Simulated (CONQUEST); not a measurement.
# Geometry relaxation, with input and output: Si

System: Si (C2/m, 4 atoms in the cell).
Method: Kohn-Sham DFT of a periodic cell, BLYP, PseudoDojo NC PBE, spin-polarised (CONQUEST 1.3).

The structure derives from a Materials Project entry. It belongs to a series of runs on one base structure; here: atoms moved at random by about 0.1 A.

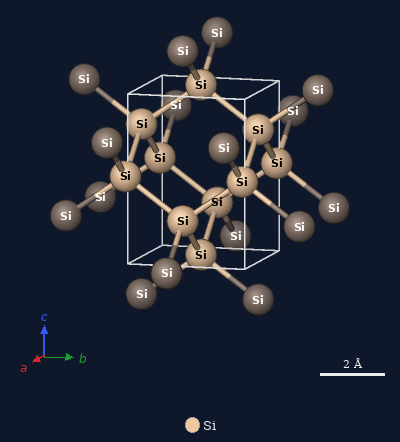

Fig. 1: The starting structure (ball-and-stick view of the cell of the calculation, seen slightly off an axis; neighbours outside the cell are drawn fainter).

**The input**
```
IO.Title Si
IO.Coordinates coords.dat
IO.FractionalAtomicCoords T
IO.Iprint 2
IO.Iprint_init 1
General.NumberOfSpecies 1
General.PseudopotentialType hamann
General.FunctionalType -106131
General.DifferentFunctional T
AtomMove.TypeOfRun cg
AtomMove.FullStress T
Grid.GridCutoff 80
DM.SolutionMethod diagon
Diag.MPMesh T
Diag.GammaCentred T
Diag.MPMeshX 5
Diag.MPMeshY 5
Diag.MPMeshZ 3
Diag.kT 0.00367493
minE.SCTolerance 1e-6
SC.MaxIters 100
IO.AtomChargeOutput T
Spin.SpinPolarised T
Spin.FixSpin F
SC.LinearMixingFactor 0.3
SC.MaxPulay 8
AtomMove.NumSteps 30
AtomMove.WriteExtXYZ T
AtomMove.OutputFreq 1
AtomMove.WriteXSF F
AtomMove.MaxForceTol 1e-3
AtomMove.CGLineMin safe
IO.DumpChargeDensity T
IO.DumpTotPot T
%block ChemicalSpeciesLabel
1 28.090 Si
%endblock
```

Machine: 1 thread of Intel Xeon (Sapphire Rapids), 16 GiB of memory available, shared host.

Launched with:
```bash
Conquest
```

**Log**
```
Simulation cell dimensions:     7.2741 a0 x     7.2741 a0 x    10.2871 a0

      Atomic coordinates (a0)
         Atom         X         Y         Z  Species
            1    3.4801    3.4501    0.1224        1
            2    7.1172    7.0871    5.2660        1
            3    3.5806    7.0433    7.8778        1
            4    7.2176    3.4062    2.7342        1

         Monkhorst-Pack mesh:   5 x   5 x   3 gamma-centred
        This calculation includes non-local pseudopotentials,
         with a maximum core radius of      7.12043063

    Job title: Si
    Job to be run: CG atomic relaxation

    Ground state search:
      Support functions represented with PAO basis
      1:1 PAO to SF mapping
      Spin-polarised electrons; population difference free
      Solving for the K matrix using diagonalisation
      Using Fermi-Dirac smearing

    Integration grid size:     32 x   32 x   48

    Integration grid spacing:  0.227 a0 x 0.227 a0 x 0.214 a0

    Number of species:  1
    --------------------------------------------------------
    |   #  mass (au)  Charge (e)  SF Rad (a0)  NSF  Label  |
    --------------------------------------------------------
    |   1     28.090       4.000        7.501    8  Si     |
    --------------------------------------------------------
          SCF tolerance:                 0.00000100
          SCF iterations:               100

    LibXC version:  6. 2. 2
    Using the GGA functional Becke 88
    Using the GGA functional Lee, Yang & Parr

           radial cut-off to be used is taken to be max PAO cut-off radius for this species:    7.120431

           greatest ang. mom. for making density from PAOs:  1
    Minimum blocs/proc is      768. Maximum blocs/proc is      768
    set_atom_dens: In set_atomic_density, electrons (spin=1):       8.000000000000
    set_atom_dens: In set_atomic_density, electrons (spin=2):       8.000000000000
 matrix_size & matrix_size_padH =           32          32

    Screened ion int: energy:     -10.920290049931 Ha

    cg_run: starting relaxation with safemin line minimisation
    cg_run: Tolerance:   0.0010 Ha/a0 Maximum steps:   30
      PulayMixSC: Starting Pulay mixing, A_up =  0.300 A_dn =  0.300
      PulayMixSC: Spin populations are to be relaxed.
          Harris-Foulkes Energy            :       -16.642748247109708 Ha
          Free Energy (E-TS)               :       -16.642772602477152 Ha
      PulayMixSC: Pulay iteration     1 residual:              0.38761E-02
          Harris-Foulkes Energy            :       -16.641086244935529 Ha
          Free Energy (E-TS)               :       -16.641117708896417 Ha
      PulayMixSC: Pulay iteration     2 residual:              0.26261E-02
          Harris-Foulkes Energy            :       -16.640162799610732 Ha
          Free Energy (E-TS)               :       -16.640214193774188 Ha
      PulayMixSC: Pulay iteration     3 residual:              0.26413E-03
          Harris-Foulkes Energy            :       -16.640142426828191 Ha
          Free Energy (E-TS)               :       -16.640189399568115 Ha
      PulayMixSC: Pulay iteration     4 residual:              0.20674E-04
          Harris-Foulkes Energy            :       -16.640141841033493 Ha
          Free Energy (E-TS)               :       -16.640189122202095 Ha
      PulayMixSC: Pulay iteration     5 residual:              0.19500E-05
          Harris-Foulkes Energy            :       -16.640141763065721 Ha
          Free Energy (E-TS)               :       -16.640189052497583 Ha
      PulayMixSC: Pulay iteration     6 residual:              0.10772E-05
          Harris-Foulkes Energy            :       -16.640141709594541 Ha
          Free Energy (E-TS)               :       -16.640189012670525 Ha
      PulayMixSC: Pulay iteration     7 residual:              0.32516E-07
      PulayMixSC: Reached SCF tolerance of  0.32516E-07 after      7 iterations
      | Number of electrons (u/d)=         8.000008        8.000008
      | GS Energy as E-(1/2)TS   =       -16.640165361132535 Ha
      | Free Energy as E-TS      =       -16.640189012670525 Ha
      |* Harris-Foulkes energy   =       -16.640141709594541 Ha
      |* DFT total energy        =       -16.640141709593422 Ha

      force: Forces on atoms (Ha/a0)
      force:  Atom   X              Y              Z
      force:     1   0.0132348060  -0.0066011534   0.0048433905
      force:     2   0.0132348060  -0.0066011534   0.0048433905
      force:     3  -0.0132111847   0.0064796850  -0.0048643935
      force:     4  -0.0132111847   0.0064796850  -0.0048643935

      force: Maximum force :        0.01323481(Ha/a0) on atom         1 in x direction
      force: Force Residual:        0.01553026 Ha/a0
      force: Total stress:         -8.50432789    -0.08460561     1.91397415 GPa
                            -0.08460561   -10.13567432     0.91258391
                             1.91397415     0.91258391    -8.85596951
      force: Average pressure:      9.16532391 GPa

      get_E_and_F: Change in energy during last step of electronic optimisation:  0.53471E-07

    GeomOpt - Iter:    0 MaxF:   0.01323481 Ha/a0 E:     -16.64014171 Ha dE:     0.00000000 Ha

    cg_run: gamma =   0.00000000

      safemin: seeking bracketing triplet of points

      PulayMixSC: Starting Pulay mixing, A_up =  0.300 A_dn =  0.300
      PulayMixSC: Spin populations are to be relaxed.
          Harris-Foulkes Energy            :       -16.640773784565894 Ha
          Free Energy (E-TS)               :       -16.640810815144821 Ha
      PulayMixSC: Pulay iteration     1 residual:              0.75761E-04
          Harris-Foulkes Energy            :       -16.640769478208149 Ha
          Free Energy (E-TS)               :       -16.640806007867276 Ha
      PulayMixSC: Pulay iteration     2 residual:              0.48131E-04
          Harris-Foulkes Energy            :       -16.640766794210350 Ha
          Free Energy (E-TS)               :       -16.640802586048082 Ha
      PulayMixSC: Pulay iteration     3 residual:              0.58821E-05
          Harris-Foulkes Energy            :       -16.640766847060974 Ha
          Free Energy (E-TS)               :       -16.640802618158418 Ha
      PulayMixSC: Pulay iteration     4 residual:              0.27125E-06
      PulayMixSC: Reached SCF tolerance of  0.27125E-06 after      4 iterations
      | Number of electrons (u/d)=         8.000008        8.000008
      | GS Energy as E-(1/2)TS   =       -16.640784732609696 Ha
      | Free Energy as E-TS      =       -16.640802618158418 Ha
      |* Harris-Foulkes energy   =       -16.640766847060974 Ha
      |* DFT total energy        =       -16.640766847096295 Ha
      get_E_and_F: Change in energy during last step of electronic optimisation: -0.52851E-07
      PulayMixSC: Starting Pulay mixing, A_up =  0.300 A_dn =  0.300
      PulayMixSC: Spin populations are to be relaxed.
          Harris-Foulkes Energy            :       -16.641273027559539 Ha
          Free Energy (E-TS)               :       -16.641301529224261 Ha
      PulayMixSC: Pulay iteration     1 residual:              0.76053E-04
          Harris-Foulkes Energy            :       -16.641268421479101 Ha
          Free Energy (E-TS)               :       -16.641296562667584 Ha
      PulayMixSC: Pulay iteration     2 residual:              0.48321E-04
          Harris-Foulkes Energy            :       -16.641265821454827 Ha
          Free Energy (E-TS)               :       -16.641293364612913 Ha
      PulayMixSC: Pulay iteration     3 residual:              0.59270E-05
          Harris-Foulkes Energy            :       -16.641265824377051 Ha
          Free Energy (E-TS)               :       -16.641293352146953 Ha
      PulayMixSC: Pulay iteration     4 residual:              0.27075E-06
      PulayMixSC: Reached SCF tolerance of  0.27075E-06 after      4 iterations
      | Number of electrons (u/d)=         8.000007        8.000007
      | GS Energy as E-(1/2)TS   =       -16.641279588262002 Ha
      | Free Energy as E-TS      =       -16.641293352146953 Ha
      |* Harris-Foulkes energy   =       -16.641265824377051 Ha
      |* DFT total energy        =       -16.641265824413047 Ha
      get_E_and_F: Change in energy during last step of electronic optimisation: -0.29222E-08
      PulayMixSC: Starting Pulay mixing, A_up =  0.300 A_dn =  0.300
      PulayMixSC: Spin populations are to be relaxed.
          Harris-Foulkes Energy            :       -16.641913642274627 Ha
          Free Energy (E-TS)               :       -16.641932842227103 Ha
      PulayMixSC: Pulay iteration     1 residual:              0.15260E-03
          Harris-Foulkes Energy            :       -16.641894191192726 Ha
          Free Energy (E-TS)               :       -16.641913097798483 Ha
      PulayMixSC: Pulay iteration     2 residual:              0.96940E-04
          Harris-Foulkes Energy            :       -16.641881551258344 Ha
          Free Energy (E-TS)               :       -16.641900008304400 Ha
      PulayMixSC: Pulay iteration     3 residual:              0.11911E-04
          Harris-Foulkes Energy            :       -16.641881523163370 Ha
          Free Energy (E-TS)               :       -16.641899969195908 Ha
      PulayMixSC: Pulay iteration     4 residual:              0.53834E-06
      PulayMixSC: Reached SCF tolerance of  0.53834E-06 after      4 iterations
      | Number of electrons (u/d)=         8.000007        8.000007
      | GS Energy as E-(1/2)TS   =       -16.641890746179641 Ha
      | Free Energy as E-TS      =       -16.641899969195908 Ha
      |* Harris-Foulkes energy   =       -16.641881523163370 Ha
      |* DFT total energy        =       -16.641881523306616 Ha
      get_E_and_F: Change in energy during last step of electronic optimisation:  0.28095E-07
      PulayMixSC: Starting Pulay mixing, A_up =  0.300 A_dn =  0.300
      PulayMixSC: Spin populations are to be relaxed.
          Harris-Foulkes Energy            :       -16.641668544502021 Ha
          Free Energy (E-TS)               :       -16.641688637457982 Ha
      PulayMixSC: Pulay iteration     1 residual:              0.30617E-03
          Harris-Foulkes Energy            :       -16.641588574679790 Ha
          Free Energy (E-TS)               :       -16.641609321500166 Ha
      PulayMixSC: Pulay iteration     2 residual:              0.19428E-03
          Harris-Foulkes Energy            :       -16.641534581703326 Ha
          Free Energy (E-TS)               :       -16.641556598518800 Ha
      PulayMixSC: Pulay iteration     3 residual:              0.23819E-04
          Harris-Foulkes Energy            :       -16.641534424460669 Ha
          Free Energy (E-TS)               :       -16.641556470640410 Ha
      PulayMixSC: Pulay iteration     4 residual:              0.10653E-05
          Harris-Foulkes Energy            :       -16.641534453781354 Ha
          Free Energy (E-TS)               :       -16.641556499630685 Ha
      PulayMixSC: Pulay iteration     5 residual:              0.23123E-06
      PulayMixSC: Reached SCF tolerance of  0.23123E-06 after      5 iterations
      | Number of electrons (u/d)=         8.000007        8.000007
      | GS Energy as E-(1/2)TS   =       -16.641545476706021 Ha
      | Free Energy as E-TS      =       -16.641556499630685 Ha
      |* Harris-Foulkes energy   =       -16.641534453781354 Ha
      |* DFT total energy        =       -16.641534453806084 Ha
      get_E_and_F: Change in energy during last step of electronic optimisation: -0.29321E-07

      safemin: Interpolating minimum

      PulayMixSC: Starting Pulay mixing, A_up =  0.300 A_dn =  0.300
      PulayMixSC: Spin populations are to be relaxed.
          Harris-Foulkes Energy            :       -16.642061664151633 Ha
          Free Energy (E-TS)               :       -16.642078574293308 Ha
      PulayMixSC: Pulay iteration     1 residual:              0.20360E-03
          Harris-Foulkes Energy            :       -16.642026806370495 Ha
          Free Energy (E-TS)               :       -16.642043657658405 Ha
      PulayMixSC: Pulay iteration     2 residual:              0.12929E-03
          Harris-Foulkes Energy            :       -16.642003389364458 Ha
          Free Energy (E-TS)               :       -16.642020213325605 Ha
      PulayMixSC: Pulay iteration     3 residual:              0.15909E-04
          Harris-Foulkes Energy            :       -16.642003366699022 Ha
          Free Energy (E-TS)               :       -16.642020190791744 Ha
      PulayMixSC: Pulay iteration     4 residual:              0.71471E-06
      PulayMixSC: Reached SCF tolerance of  0.71471E-06 after      4 iterations
      | Number of electrons (u/d)=         8.000007        8.000007
      | GS Energy as E-(1/2)TS   =       -16.642011778745381 Ha
      | Free Energy as E-TS      =       -16.642020190791744 Ha
      |* Harris-Foulkes energy   =       -16.642003366699022 Ha
      |* DFT total energy        =       -16.642003366960360 Ha

      force: Forces on atoms (Ha/a0)
      force:  Atom   X              Y              Z
      force:     1   0.0002580216   0.0006905935   0.0005081201
      force:     2   0.0002580216   0.0006905935   0.0005081201
      force:     3  -0.0002098938  -0.0007962840  -0.0005788358
      force:     4  -0.0002098938  -0.0007962840  -0.0005788358

      force: Maximum force :        0.00079628(Ha/a0) on atom         4 in y direction
      force: Force Residual:        0.00095259 Ha/a0
      force: Total stress:         -9.12026209     0.00643030     0.05673906 GPa
                             0.00643030    -9.40645633    -0.09844511
                             0.05673906    -0.09844511    -8.71696166
      force: Average pressure:      9.08122670 GPa

      get_E_and_F: Change in energy during last step of electronic optimisation:  0.22665E-07
      safemin: exit after    5 iterations with energy      -16.6420033667 Ha

      Simulation cell dimensions:     7.2741 a0 x     7.2741 a0 x    10.2871 a0

      Atomic coordinates (a0)
         Atom         X         Y         Z  Species
            1    3.5296    3.4254    0.1405        1
            2    7.1667    7.0625    5.2841        1
            3    3.5312    7.0675    7.8596        1
            4    7.1683    3.4304    2.7160        1

    GeomOpt - Iter:    1 MaxF:   0.00079628 Ha/a0 E:     -16.64200337 Ha dE:    -0.00186166 Ha

    Force Residual:              0.00095259 Ha/a0
    Maximum force:               0.00079628 Ha/a0
    Force tolerance:             0.00100000 Ha/a0
    Energy change:              -0.00186166 Ha

    GeomOpt converged in    1 iterations
    cg_run: maximum force below threshold:      0.00080 Ha/a0

    BIBLIOGRAPHY: Please consider citing the following references in the conquest.bib file

    CONQUEST:         Bowler2002pt, Miyazaki2004, Nakata2020
    Basis:            Bowler2019
    DM:               Bowler:2006xr
    Pseudopotentials: Hamann2013, Bowler2019
    XC references from LibXC:
      C. Lee, W. Yang, and R. G. Parr.,  Phys. Rev. B 37, 785 (1988)

    Warnings written to file Conquest_warnings; please check
```

**File coord_next.dat**
```
      7.27408282840000009      0.00000000000000000      0.00000000000000000
      0.00000000000000000      7.27408282840000009      0.00000000000000000
      0.00000000000000000      0.00000000000000000     10.28710658890000040
       4
      0.48523155980405980      0.47090757101116337      0.01366005171804451     1  T  T  T
      0.98523155980405741      0.97090757101116321      0.51366005171803952     1  T  T  T
      0.48545157955181167      0.97159800458375700      0.76402231595373682     1  T  T  T
      0.98545157955180895      0.47159800458375539      0.26402231595373210     1  T  T  T
```

**Trajectory as extended XYZ (Å, eV, eV/Å), 2 frames, from step=0 to step=1**
```
4
Lattice="3.8493 0.0000 0.0000 0.0000 3.8493 0.0000 0.0000 0.0000 5.4437" Properties=species:S:1:pos:R:3:forces:R:3 step=0 energy=-452.80132
Si    1.8416    1.8257    0.0648    0.6806  -0.3394   0.2491
Si    3.7662    3.7504    2.7866    0.6806  -0.3394   0.2491
Si    1.8948    3.7271    4.1687   -0.6793   0.3332  -0.2501
Si    3.8194    1.8025    1.4469   -0.6793   0.3332  -0.2501
4
Lattice="3.8493 0.0000 0.0000 0.0000 3.8493 0.0000 0.0000 0.0000 5.4437" Properties=species:S:1:pos:R:3:forces:R:3 step=1 energy=-452.85198
Si    1.8678    1.8127    0.0744    0.0133   0.0355   0.0261
Si    3.7924    3.7373    2.7962    0.0133   0.0355   0.0261
Si    1.8686    3.7400    4.1591   -0.0108  -0.0409  -0.0298
Si    3.7933    1.8153    1.4373   -0.0108  -0.0409  -0.0298
```

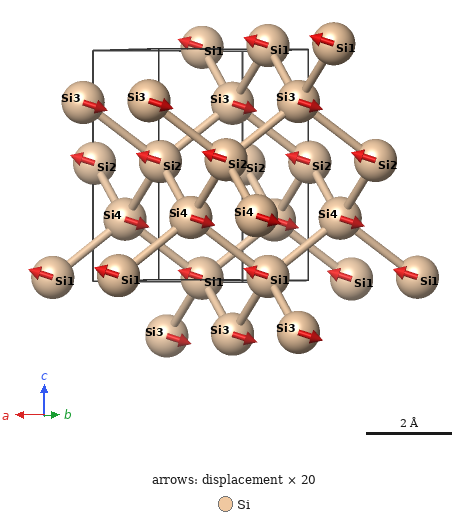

Fig. 2: The starting structure with the displacements as red arrows, magnified 20 times (ball-and-stick view of the cell of the calculation, repeated 1 × 2 × 1, with bonded neighbours outside it, seen at an oblique angle). Over 1 geometry step the energy falls by 50.7 meV per cell of the calculation. The largest force component goes from 0.68 to 0.041 eV/Å. The largest moves, 0.031 Å, are those of Si1, Si2, Si3 and Si4. The cell doesn't change. Distances before and after: Si1–Si4 2.413 → 2.359 Å, Si1–Si3 2.327 → 2.358 Å. Among the angles that change: Si3–Si1–Si4 111.6° → 109.4°, Si3–Si1–Si4 107.3° → 109.5°. The space group (tolerance 0.01 Å) goes from C2/m (No. 12) to Fd-3m (No. 227). (Atoms are counted from 1 in the order of the input.)

**Results in brief**

- outcome: converged
- space group (tolerance 0.01 Å): C2/m (12) → Fd-3m (227)
- electrons treated: 16
- free energy: −452.8524 eV
- Fermi energy: −3.764 eV
- gap on the k-point mesh: 1.16 eV
- net moment of the cell: 0.00 μB
- pressure: 9.08 GPa
- final volume: 80.66 Å³
- largest force (length of the vector) at the end: 0.052 eV/Å
- final cell: a = 3.849 Å, b = 3.849 Å, c = 5.444 Å, α = 90.00°, β = 90.00°, γ = 90.00°
- wall time: 46 s
- peak memory: 0.29 GiB

**Notes**

Further notes kept with the run: read_and_write: Functional in input file differs to pseudopotential but proceeding: -106131 101. Points of doubt noted for this run: potential of other functional; small atomic basis. The cell is under a pressure of 9.1 GPa at this level, so it is not at its equilibrium volume.
